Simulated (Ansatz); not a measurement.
**Run report: Mo, geometry relaxation (part 3 of 3)**

The same run, continued: Mo (slab, 16 atoms in the cell); DFT PBE+D3(BJ), scalar-relativistic, plane waves, PAW, no spin polarisation (Ansatz 0.2.0); cutoff 420 eV, 6×6×1 k-mesh, Gaussian smearing of 0.1 eV. The structure derives from an entry of the Crystallography Open Database. The input holds or restrains some coordinates. Forces given for the steps count only the free coordinates. It belongs to a series of runs on one base structure; here: clean slab, lower half held.

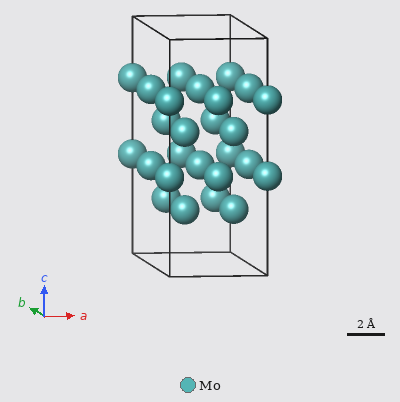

The geometry at step 3 of the log (spheres-only view of the cell of the calculation, with the vacuum cut short, seen slightly off an axis).

**Trajectory as extended XYZ (Å, eV, eV/Å), 5 frames, from step=1 to step=5**
```
16
Lattice="5.4217 0.0000 0.0000 -1.8072 5.1116 0.0000 0.0000 0.0000 23.6402" Properties=species:S:1:pos:R:3:forces:R:3 step=1 energy=-79295.05360
Mo    0.9036    1.2779    8.5000    0.0000   0.0000   0.4879
Mo    0.0000    3.8337    8.5000    0.0000   0.0000   0.4879
Mo    3.6145    1.2779    8.5000    0.0000   0.0000   0.4879
Mo    2.7108    3.8337    8.5000    0.0000   0.0000   0.4879
Mo    1.8072    2.5558   10.7134    0.0000   0.0000  -0.5245
Mo    2.7108    0.0000   10.7134    0.0000   0.0000  -0.5245
Mo   -0.9036    2.5558   10.7134    0.0000   0.0000  -0.5245
Mo    0.0000    0.0000   10.7134    0.0000   0.0000  -0.5245
Mo    2.7108    3.8337   12.9268    0.0000   0.0000   0.5245
Mo    3.6145    1.2779   12.9268    0.0000   0.0000   0.5245
Mo    0.0000    3.8337   12.9268    0.0000   0.0000   0.5245
Mo    0.9036    1.2779   12.9268    0.0000   0.0000   0.5245
Mo    0.0000    0.0000   15.1402    0.0000   0.0000  -0.4879
Mo   -0.9036    2.5558   15.1402    0.0000   0.0000  -0.4879
Mo    2.7108    0.0000   15.1402    0.0000   0.0000  -0.4879
Mo    1.8072    2.5558   15.1402    0.0000   0.0000  -0.4879
16
Lattice="5.4217 0.0000 0.0000 -1.8072 5.1116 0.0000 0.0000 0.0000 23.6402" Properties=species:S:1:pos:R:3:forces:R:3 step=2 energy=-79295.00650 accepted=F
Mo    0.9036    1.2779    8.5000    0.0000   0.0000   0.4286
Mo    0.0000    3.8337    8.5000    0.0000   0.0000   0.4286
Mo    3.6145    1.2779    8.5000    0.0000   0.0000   0.4286
Mo    2.7108    3.8337    8.5000    0.0000   0.0000   0.4286
Mo    1.8072    2.5558   10.7134    0.0000   0.0000  -0.4853
Mo    2.7108    0.0000   10.7134    0.0000   0.0000  -0.4853
Mo   -0.9036    2.5558   10.7134    0.0000   0.0000  -0.4853
Mo    0.0000    0.0000   10.7134    0.0000   0.0000  -0.4853
Mo    2.7108    3.8337   12.9427    0.0000   0.0000  -0.6685
Mo    3.6145    1.2779   12.9427    0.0000   0.0000  -0.6685
Mo    0.0000    3.8337   12.9427    0.0000   0.0000  -0.6685
Mo    0.9036    1.2779   12.9427    0.0000   0.0000  -0.6685
Mo    0.0000    0.0000   15.0015    0.0000   0.0000   0.7255
Mo   -0.9036    2.5558   15.0015    0.0000   0.0000   0.7255
Mo    2.7108    0.0000   15.0015    0.0000   0.0000   0.7255
Mo    1.8072    2.5558   15.0015    0.0000   0.0000   0.7255
16
Lattice="5.4217 0.0000 0.0000 -1.8072 5.1116 0.0000 0.0000 0.0000 23.6402" Properties=species:S:1:pos:R:3:forces:R:3 step=3 energy=-79295.12061
Mo    0.9036    1.2779    8.5000    0.0000   0.0000   0.4645
Mo    0.0000    3.8337    8.5000    0.0000   0.0000   0.4645
Mo    3.6145    1.2779    8.5000    0.0000   0.0000   0.4645
Mo    2.7108    3.8337    8.5000    0.0000   0.0000   0.4645
Mo    1.8072    2.5558   10.7134    0.0000   0.0000  -0.4331
Mo    2.7108    0.0000   10.7134    0.0000   0.0000  -0.4331
Mo   -0.9036    2.5558   10.7134    0.0000   0.0000  -0.4331
Mo    0.0000    0.0000   10.7134    0.0000   0.0000  -0.4331
Mo    2.7108    3.8337   12.9450    0.0000   0.0000  -0.1494
Mo    3.6145    1.2779   12.9450    0.0000   0.0000  -0.1494
Mo    0.0000    3.8337   12.9450    0.0000   0.0000  -0.1494
Mo    0.9036    1.2779   12.9450    0.0000   0.0000  -0.1494
Mo    0.0000    0.0000   15.0727    0.0000   0.0000   0.1180
Mo   -0.9036    2.5558   15.0727    0.0000   0.0000   0.1180
Mo    2.7108    0.0000   15.0727    0.0000   0.0000   0.1180
Mo    1.8072    2.5558   15.0727    0.0000   0.0000   0.1180
16
Lattice="5.4217 0.0000 0.0000 -1.8072 5.1116 0.0000 0.0000 0.0000 23.6402" Properties=species:S:1:pos:R:3:forces:R:3 step=4 energy=-79295.12462
Mo    0.9036    1.2779    8.5000    0.0000   0.0000   0.4646
Mo    0.0000    3.8337    8.5000    0.0000   0.0000   0.4646
Mo    3.6145    1.2779    8.5000    0.0000   0.0000   0.4646
Mo    2.7108    3.8337    8.5000    0.0000   0.0000   0.4646
Mo    1.8072    2.5558   10.7134    0.0000   0.0000  -0.4773
Mo    2.7108    0.0000   10.7134    0.0000   0.0000  -0.4773
Mo   -0.9036    2.5558   10.7134    0.0000   0.0000  -0.4773
Mo    0.0000    0.0000   10.7134    0.0000   0.0000  -0.4773
Mo    2.7108    3.8337   12.9374    0.0000   0.0000   0.0077
Mo    3.6145    1.2779   12.9374    0.0000   0.0000   0.0077
Mo    0.0000    3.8337   12.9374    0.0000   0.0000   0.0077
Mo    0.9036    1.2779   12.9374    0.0000   0.0000   0.0077
Mo    0.0000    0.0000   15.0803    0.0000   0.0000   0.0046
Mo   -0.9036    2.5558   15.0803    0.0000   0.0000   0.0046
Mo    2.7108    0.0000   15.0803    0.0000   0.0000   0.0046
Mo    1.8072    2.5558   15.0803    0.0000   0.0000   0.0046
16
Lattice="5.4217 0.0000 0.0000 -1.8072 5.1116 0.0000 0.0000 0.0000 23.6402" Properties=species:S:1:pos:R:3:forces:R:3 step=5 energy=-79295.12462
Mo    0.9036    1.2779    8.5000    0.0000   0.0000   0.4647
Mo    0.0000    3.8337    8.5000    0.0000   0.0000   0.4647
Mo    3.6145    1.2779    8.5000    0.0000   0.0000   0.4647
Mo    2.7108    3.8337    8.5000    0.0000   0.0000   0.4647
Mo    1.8072    2.5558   10.7134    0.0000   0.0000  -0.4774
Mo    2.7108    0.0000   10.7134    0.0000   0.0000  -0.4774
Mo   -0.9036    2.5558   10.7134    0.0000   0.0000  -0.4774
Mo    0.0000    0.0000   10.7134    0.0000   0.0000  -0.4774
Mo    2.7108    3.8337   12.9374    0.0000   0.0000   0.0079
Mo    3.6145    1.2779   12.9374    0.0000   0.0000   0.0079
Mo    0.0000    3.8337   12.9374    0.0000   0.0000   0.0079
Mo    0.9036    1.2779   12.9374    0.0000   0.0000   0.0079
Mo    0.0000    0.0000   15.0803    0.0000   0.0000   0.0047
Mo   -0.9036    2.5558   15.0803    0.0000   0.0000   0.0047
Mo    2.7108    0.0000   15.0803    0.0000   0.0000   0.0047
Mo    1.8072    2.5558   15.0803    0.0000   0.0000   0.0047
```

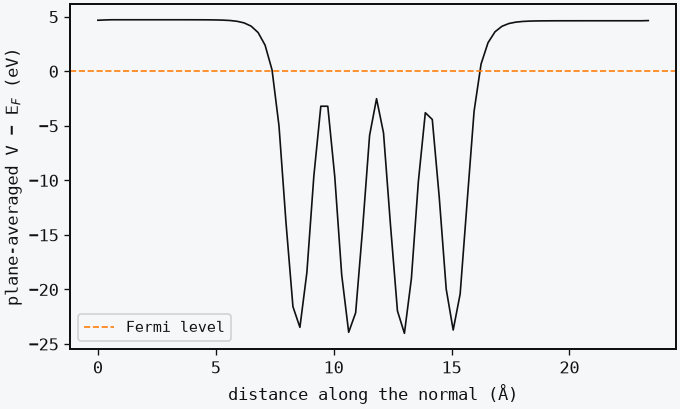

Plane average of the electrostatic potential energy of an electron across the cell, from the Fermi level. The vacuum level lies 4.63 eV above the Fermi level on the upper side and 4.72 eV on the lower.

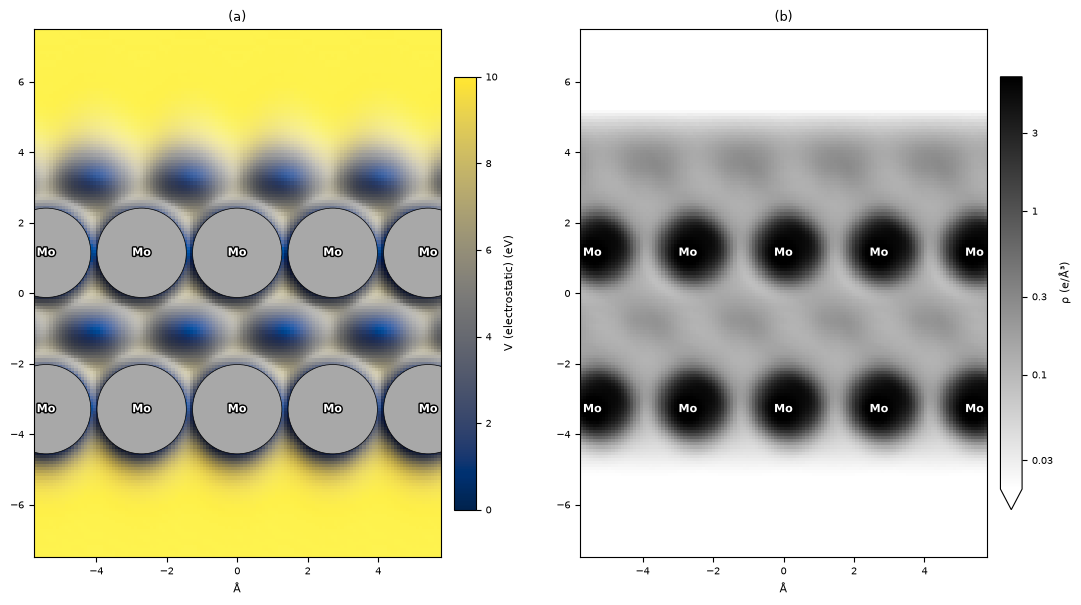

(a) electrostatic potential (local pseudopotential plus Hartree) felt by an electron; (b) valence pseudo-density on the (100) plane of the calculation cell, a cut from vacuum to vacuum. Grey discs, where drawn, cover atomic cores. The section cuts through Mo sites. Mo–Mo (2.71 Å): the density is about 0.39 e/Å³ at the midpoint. The density dies away to nearly zero in the vacuum. The fields are those of the smooth PAW valence density.

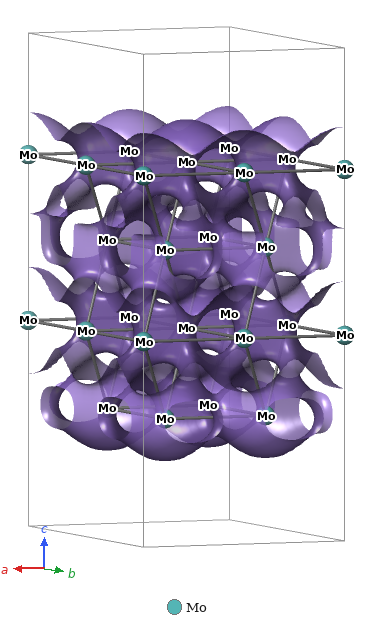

Isosurface of the valence pseudo-density at 0.3 e/Å³ (purple), seen at an oblique angle. Sticks mark near contacts. At this value the density is joined into sheets; it holds about 90 % of the electrons treated as valence (semicore included). On the grid the lowest density along these lines, outside the cores, is 0.44 e/Å³ (Mo–Mo, 2.65 Å) and 0.38 e/Å³ (Mo–Mo, 2.71 Å).

The run was set up as follows.

**Input file**
```yaml
crystal:
  lattice:
    - [5.4216946106, 0.0, 0.0]
    - [-1.8072315369, 5.1116226996, 0.0]
    - [0.0, 0.0, 23.6401926686]
  atoms:
    - { symbol: Mo, position: [0.25, 0.25, 0.3595571373] }
    - { symbol: Mo, position: [0.25, 0.75, 0.3595571373] }
    - { symbol: Mo, position: [0.75, 0.25, 0.3595571373] }
    - { symbol: Mo, position: [0.75, 0.75, 0.3595571373] }
    - { symbol: Mo, position: [0.5, 0.5, 0.4531857124] }
    - { symbol: Mo, position: [0.5, 0.0, 0.4531857124] }
    - { symbol: Mo, position: [0.0, 0.5, 0.4531857124] }
    - { symbol: Mo, position: [0.0, 0.0, 0.4531857124] }
    - { symbol: Mo, position: [0.75, 0.75, 0.5468142876] }
    - { symbol: Mo, position: [0.75, 0.25, 0.5468142876] }
    - { symbol: Mo, position: [0.25, 0.75, 0.5468142876] }
    - { symbol: Mo, position: [0.25, 0.25, 0.5468142876] }
    - { symbol: Mo, position: [0.0, 0.0, 0.6404428627] }
    - { symbol: Mo, position: [0.0, 0.5, 0.6404428627] }
    - { symbol: Mo, position: [0.5, 0.0, 0.6404428627] }
    - { symbol: Mo, position: [0.5, 0.5, 0.6404428627] }
basis:
  ecutwfc: 420
kpoints:
  mp_grid: { grid: [6, 6, 1] }
hamiltonian:
  xc: pbe
  dispersion: d3bj
scf:
  occupations: { method: gaussian, width: 0.1 }
output:
  forces: true
  eigenvalues: true
  write_density: true
  write_potential: true
  elf: true
  volumetric_format: npy
relax:
  adjacent_minimum: "off"
  f_tol: 0.03
  max_steps: 70
  constraints: [{ sites: [0, 1, 2, 3, 4, 5, 6, 7] }]
efield:
  axis: 3
  dipole_correction: true
  ramp_width: 0.04
```

Run as:
```bash
ansatz run input.yaml --threads 4 --pin off --max-ram 10240MiB --backend cpu --events-out ev --progress --plain --runs-dir out
```

**Key numbers**

| quantity | value |
| --- | --- |
| outcome | converged under the restraints of the input |
| electrons treated | 224 |
| free energy | −79295.1246 eV |
| work function, top face | 4.63 eV |
| work function, bottom face | 4.72 eV |
| Fermi energy | 5.270 eV |
| gap on the k-point mesh | none (metallic) |
| final volume | 655.16 Å³ |
| work function (upper face) | 4.63 eV |
| largest force (length of the vector) at the end, held atoms and coordinates included | 0.477 eV/Å |
| hardware | 4 threads of Intel Xeon @ 2.50GHz (Skylake/Cascade Lake), 192 GiB of memory available, shared host |
| wall time | 3 min (CPU time 11 min) |
| peak memory | 2.3 GiB |

Warnings of the run: the exchange-correlation potential is rough where the density is thin.
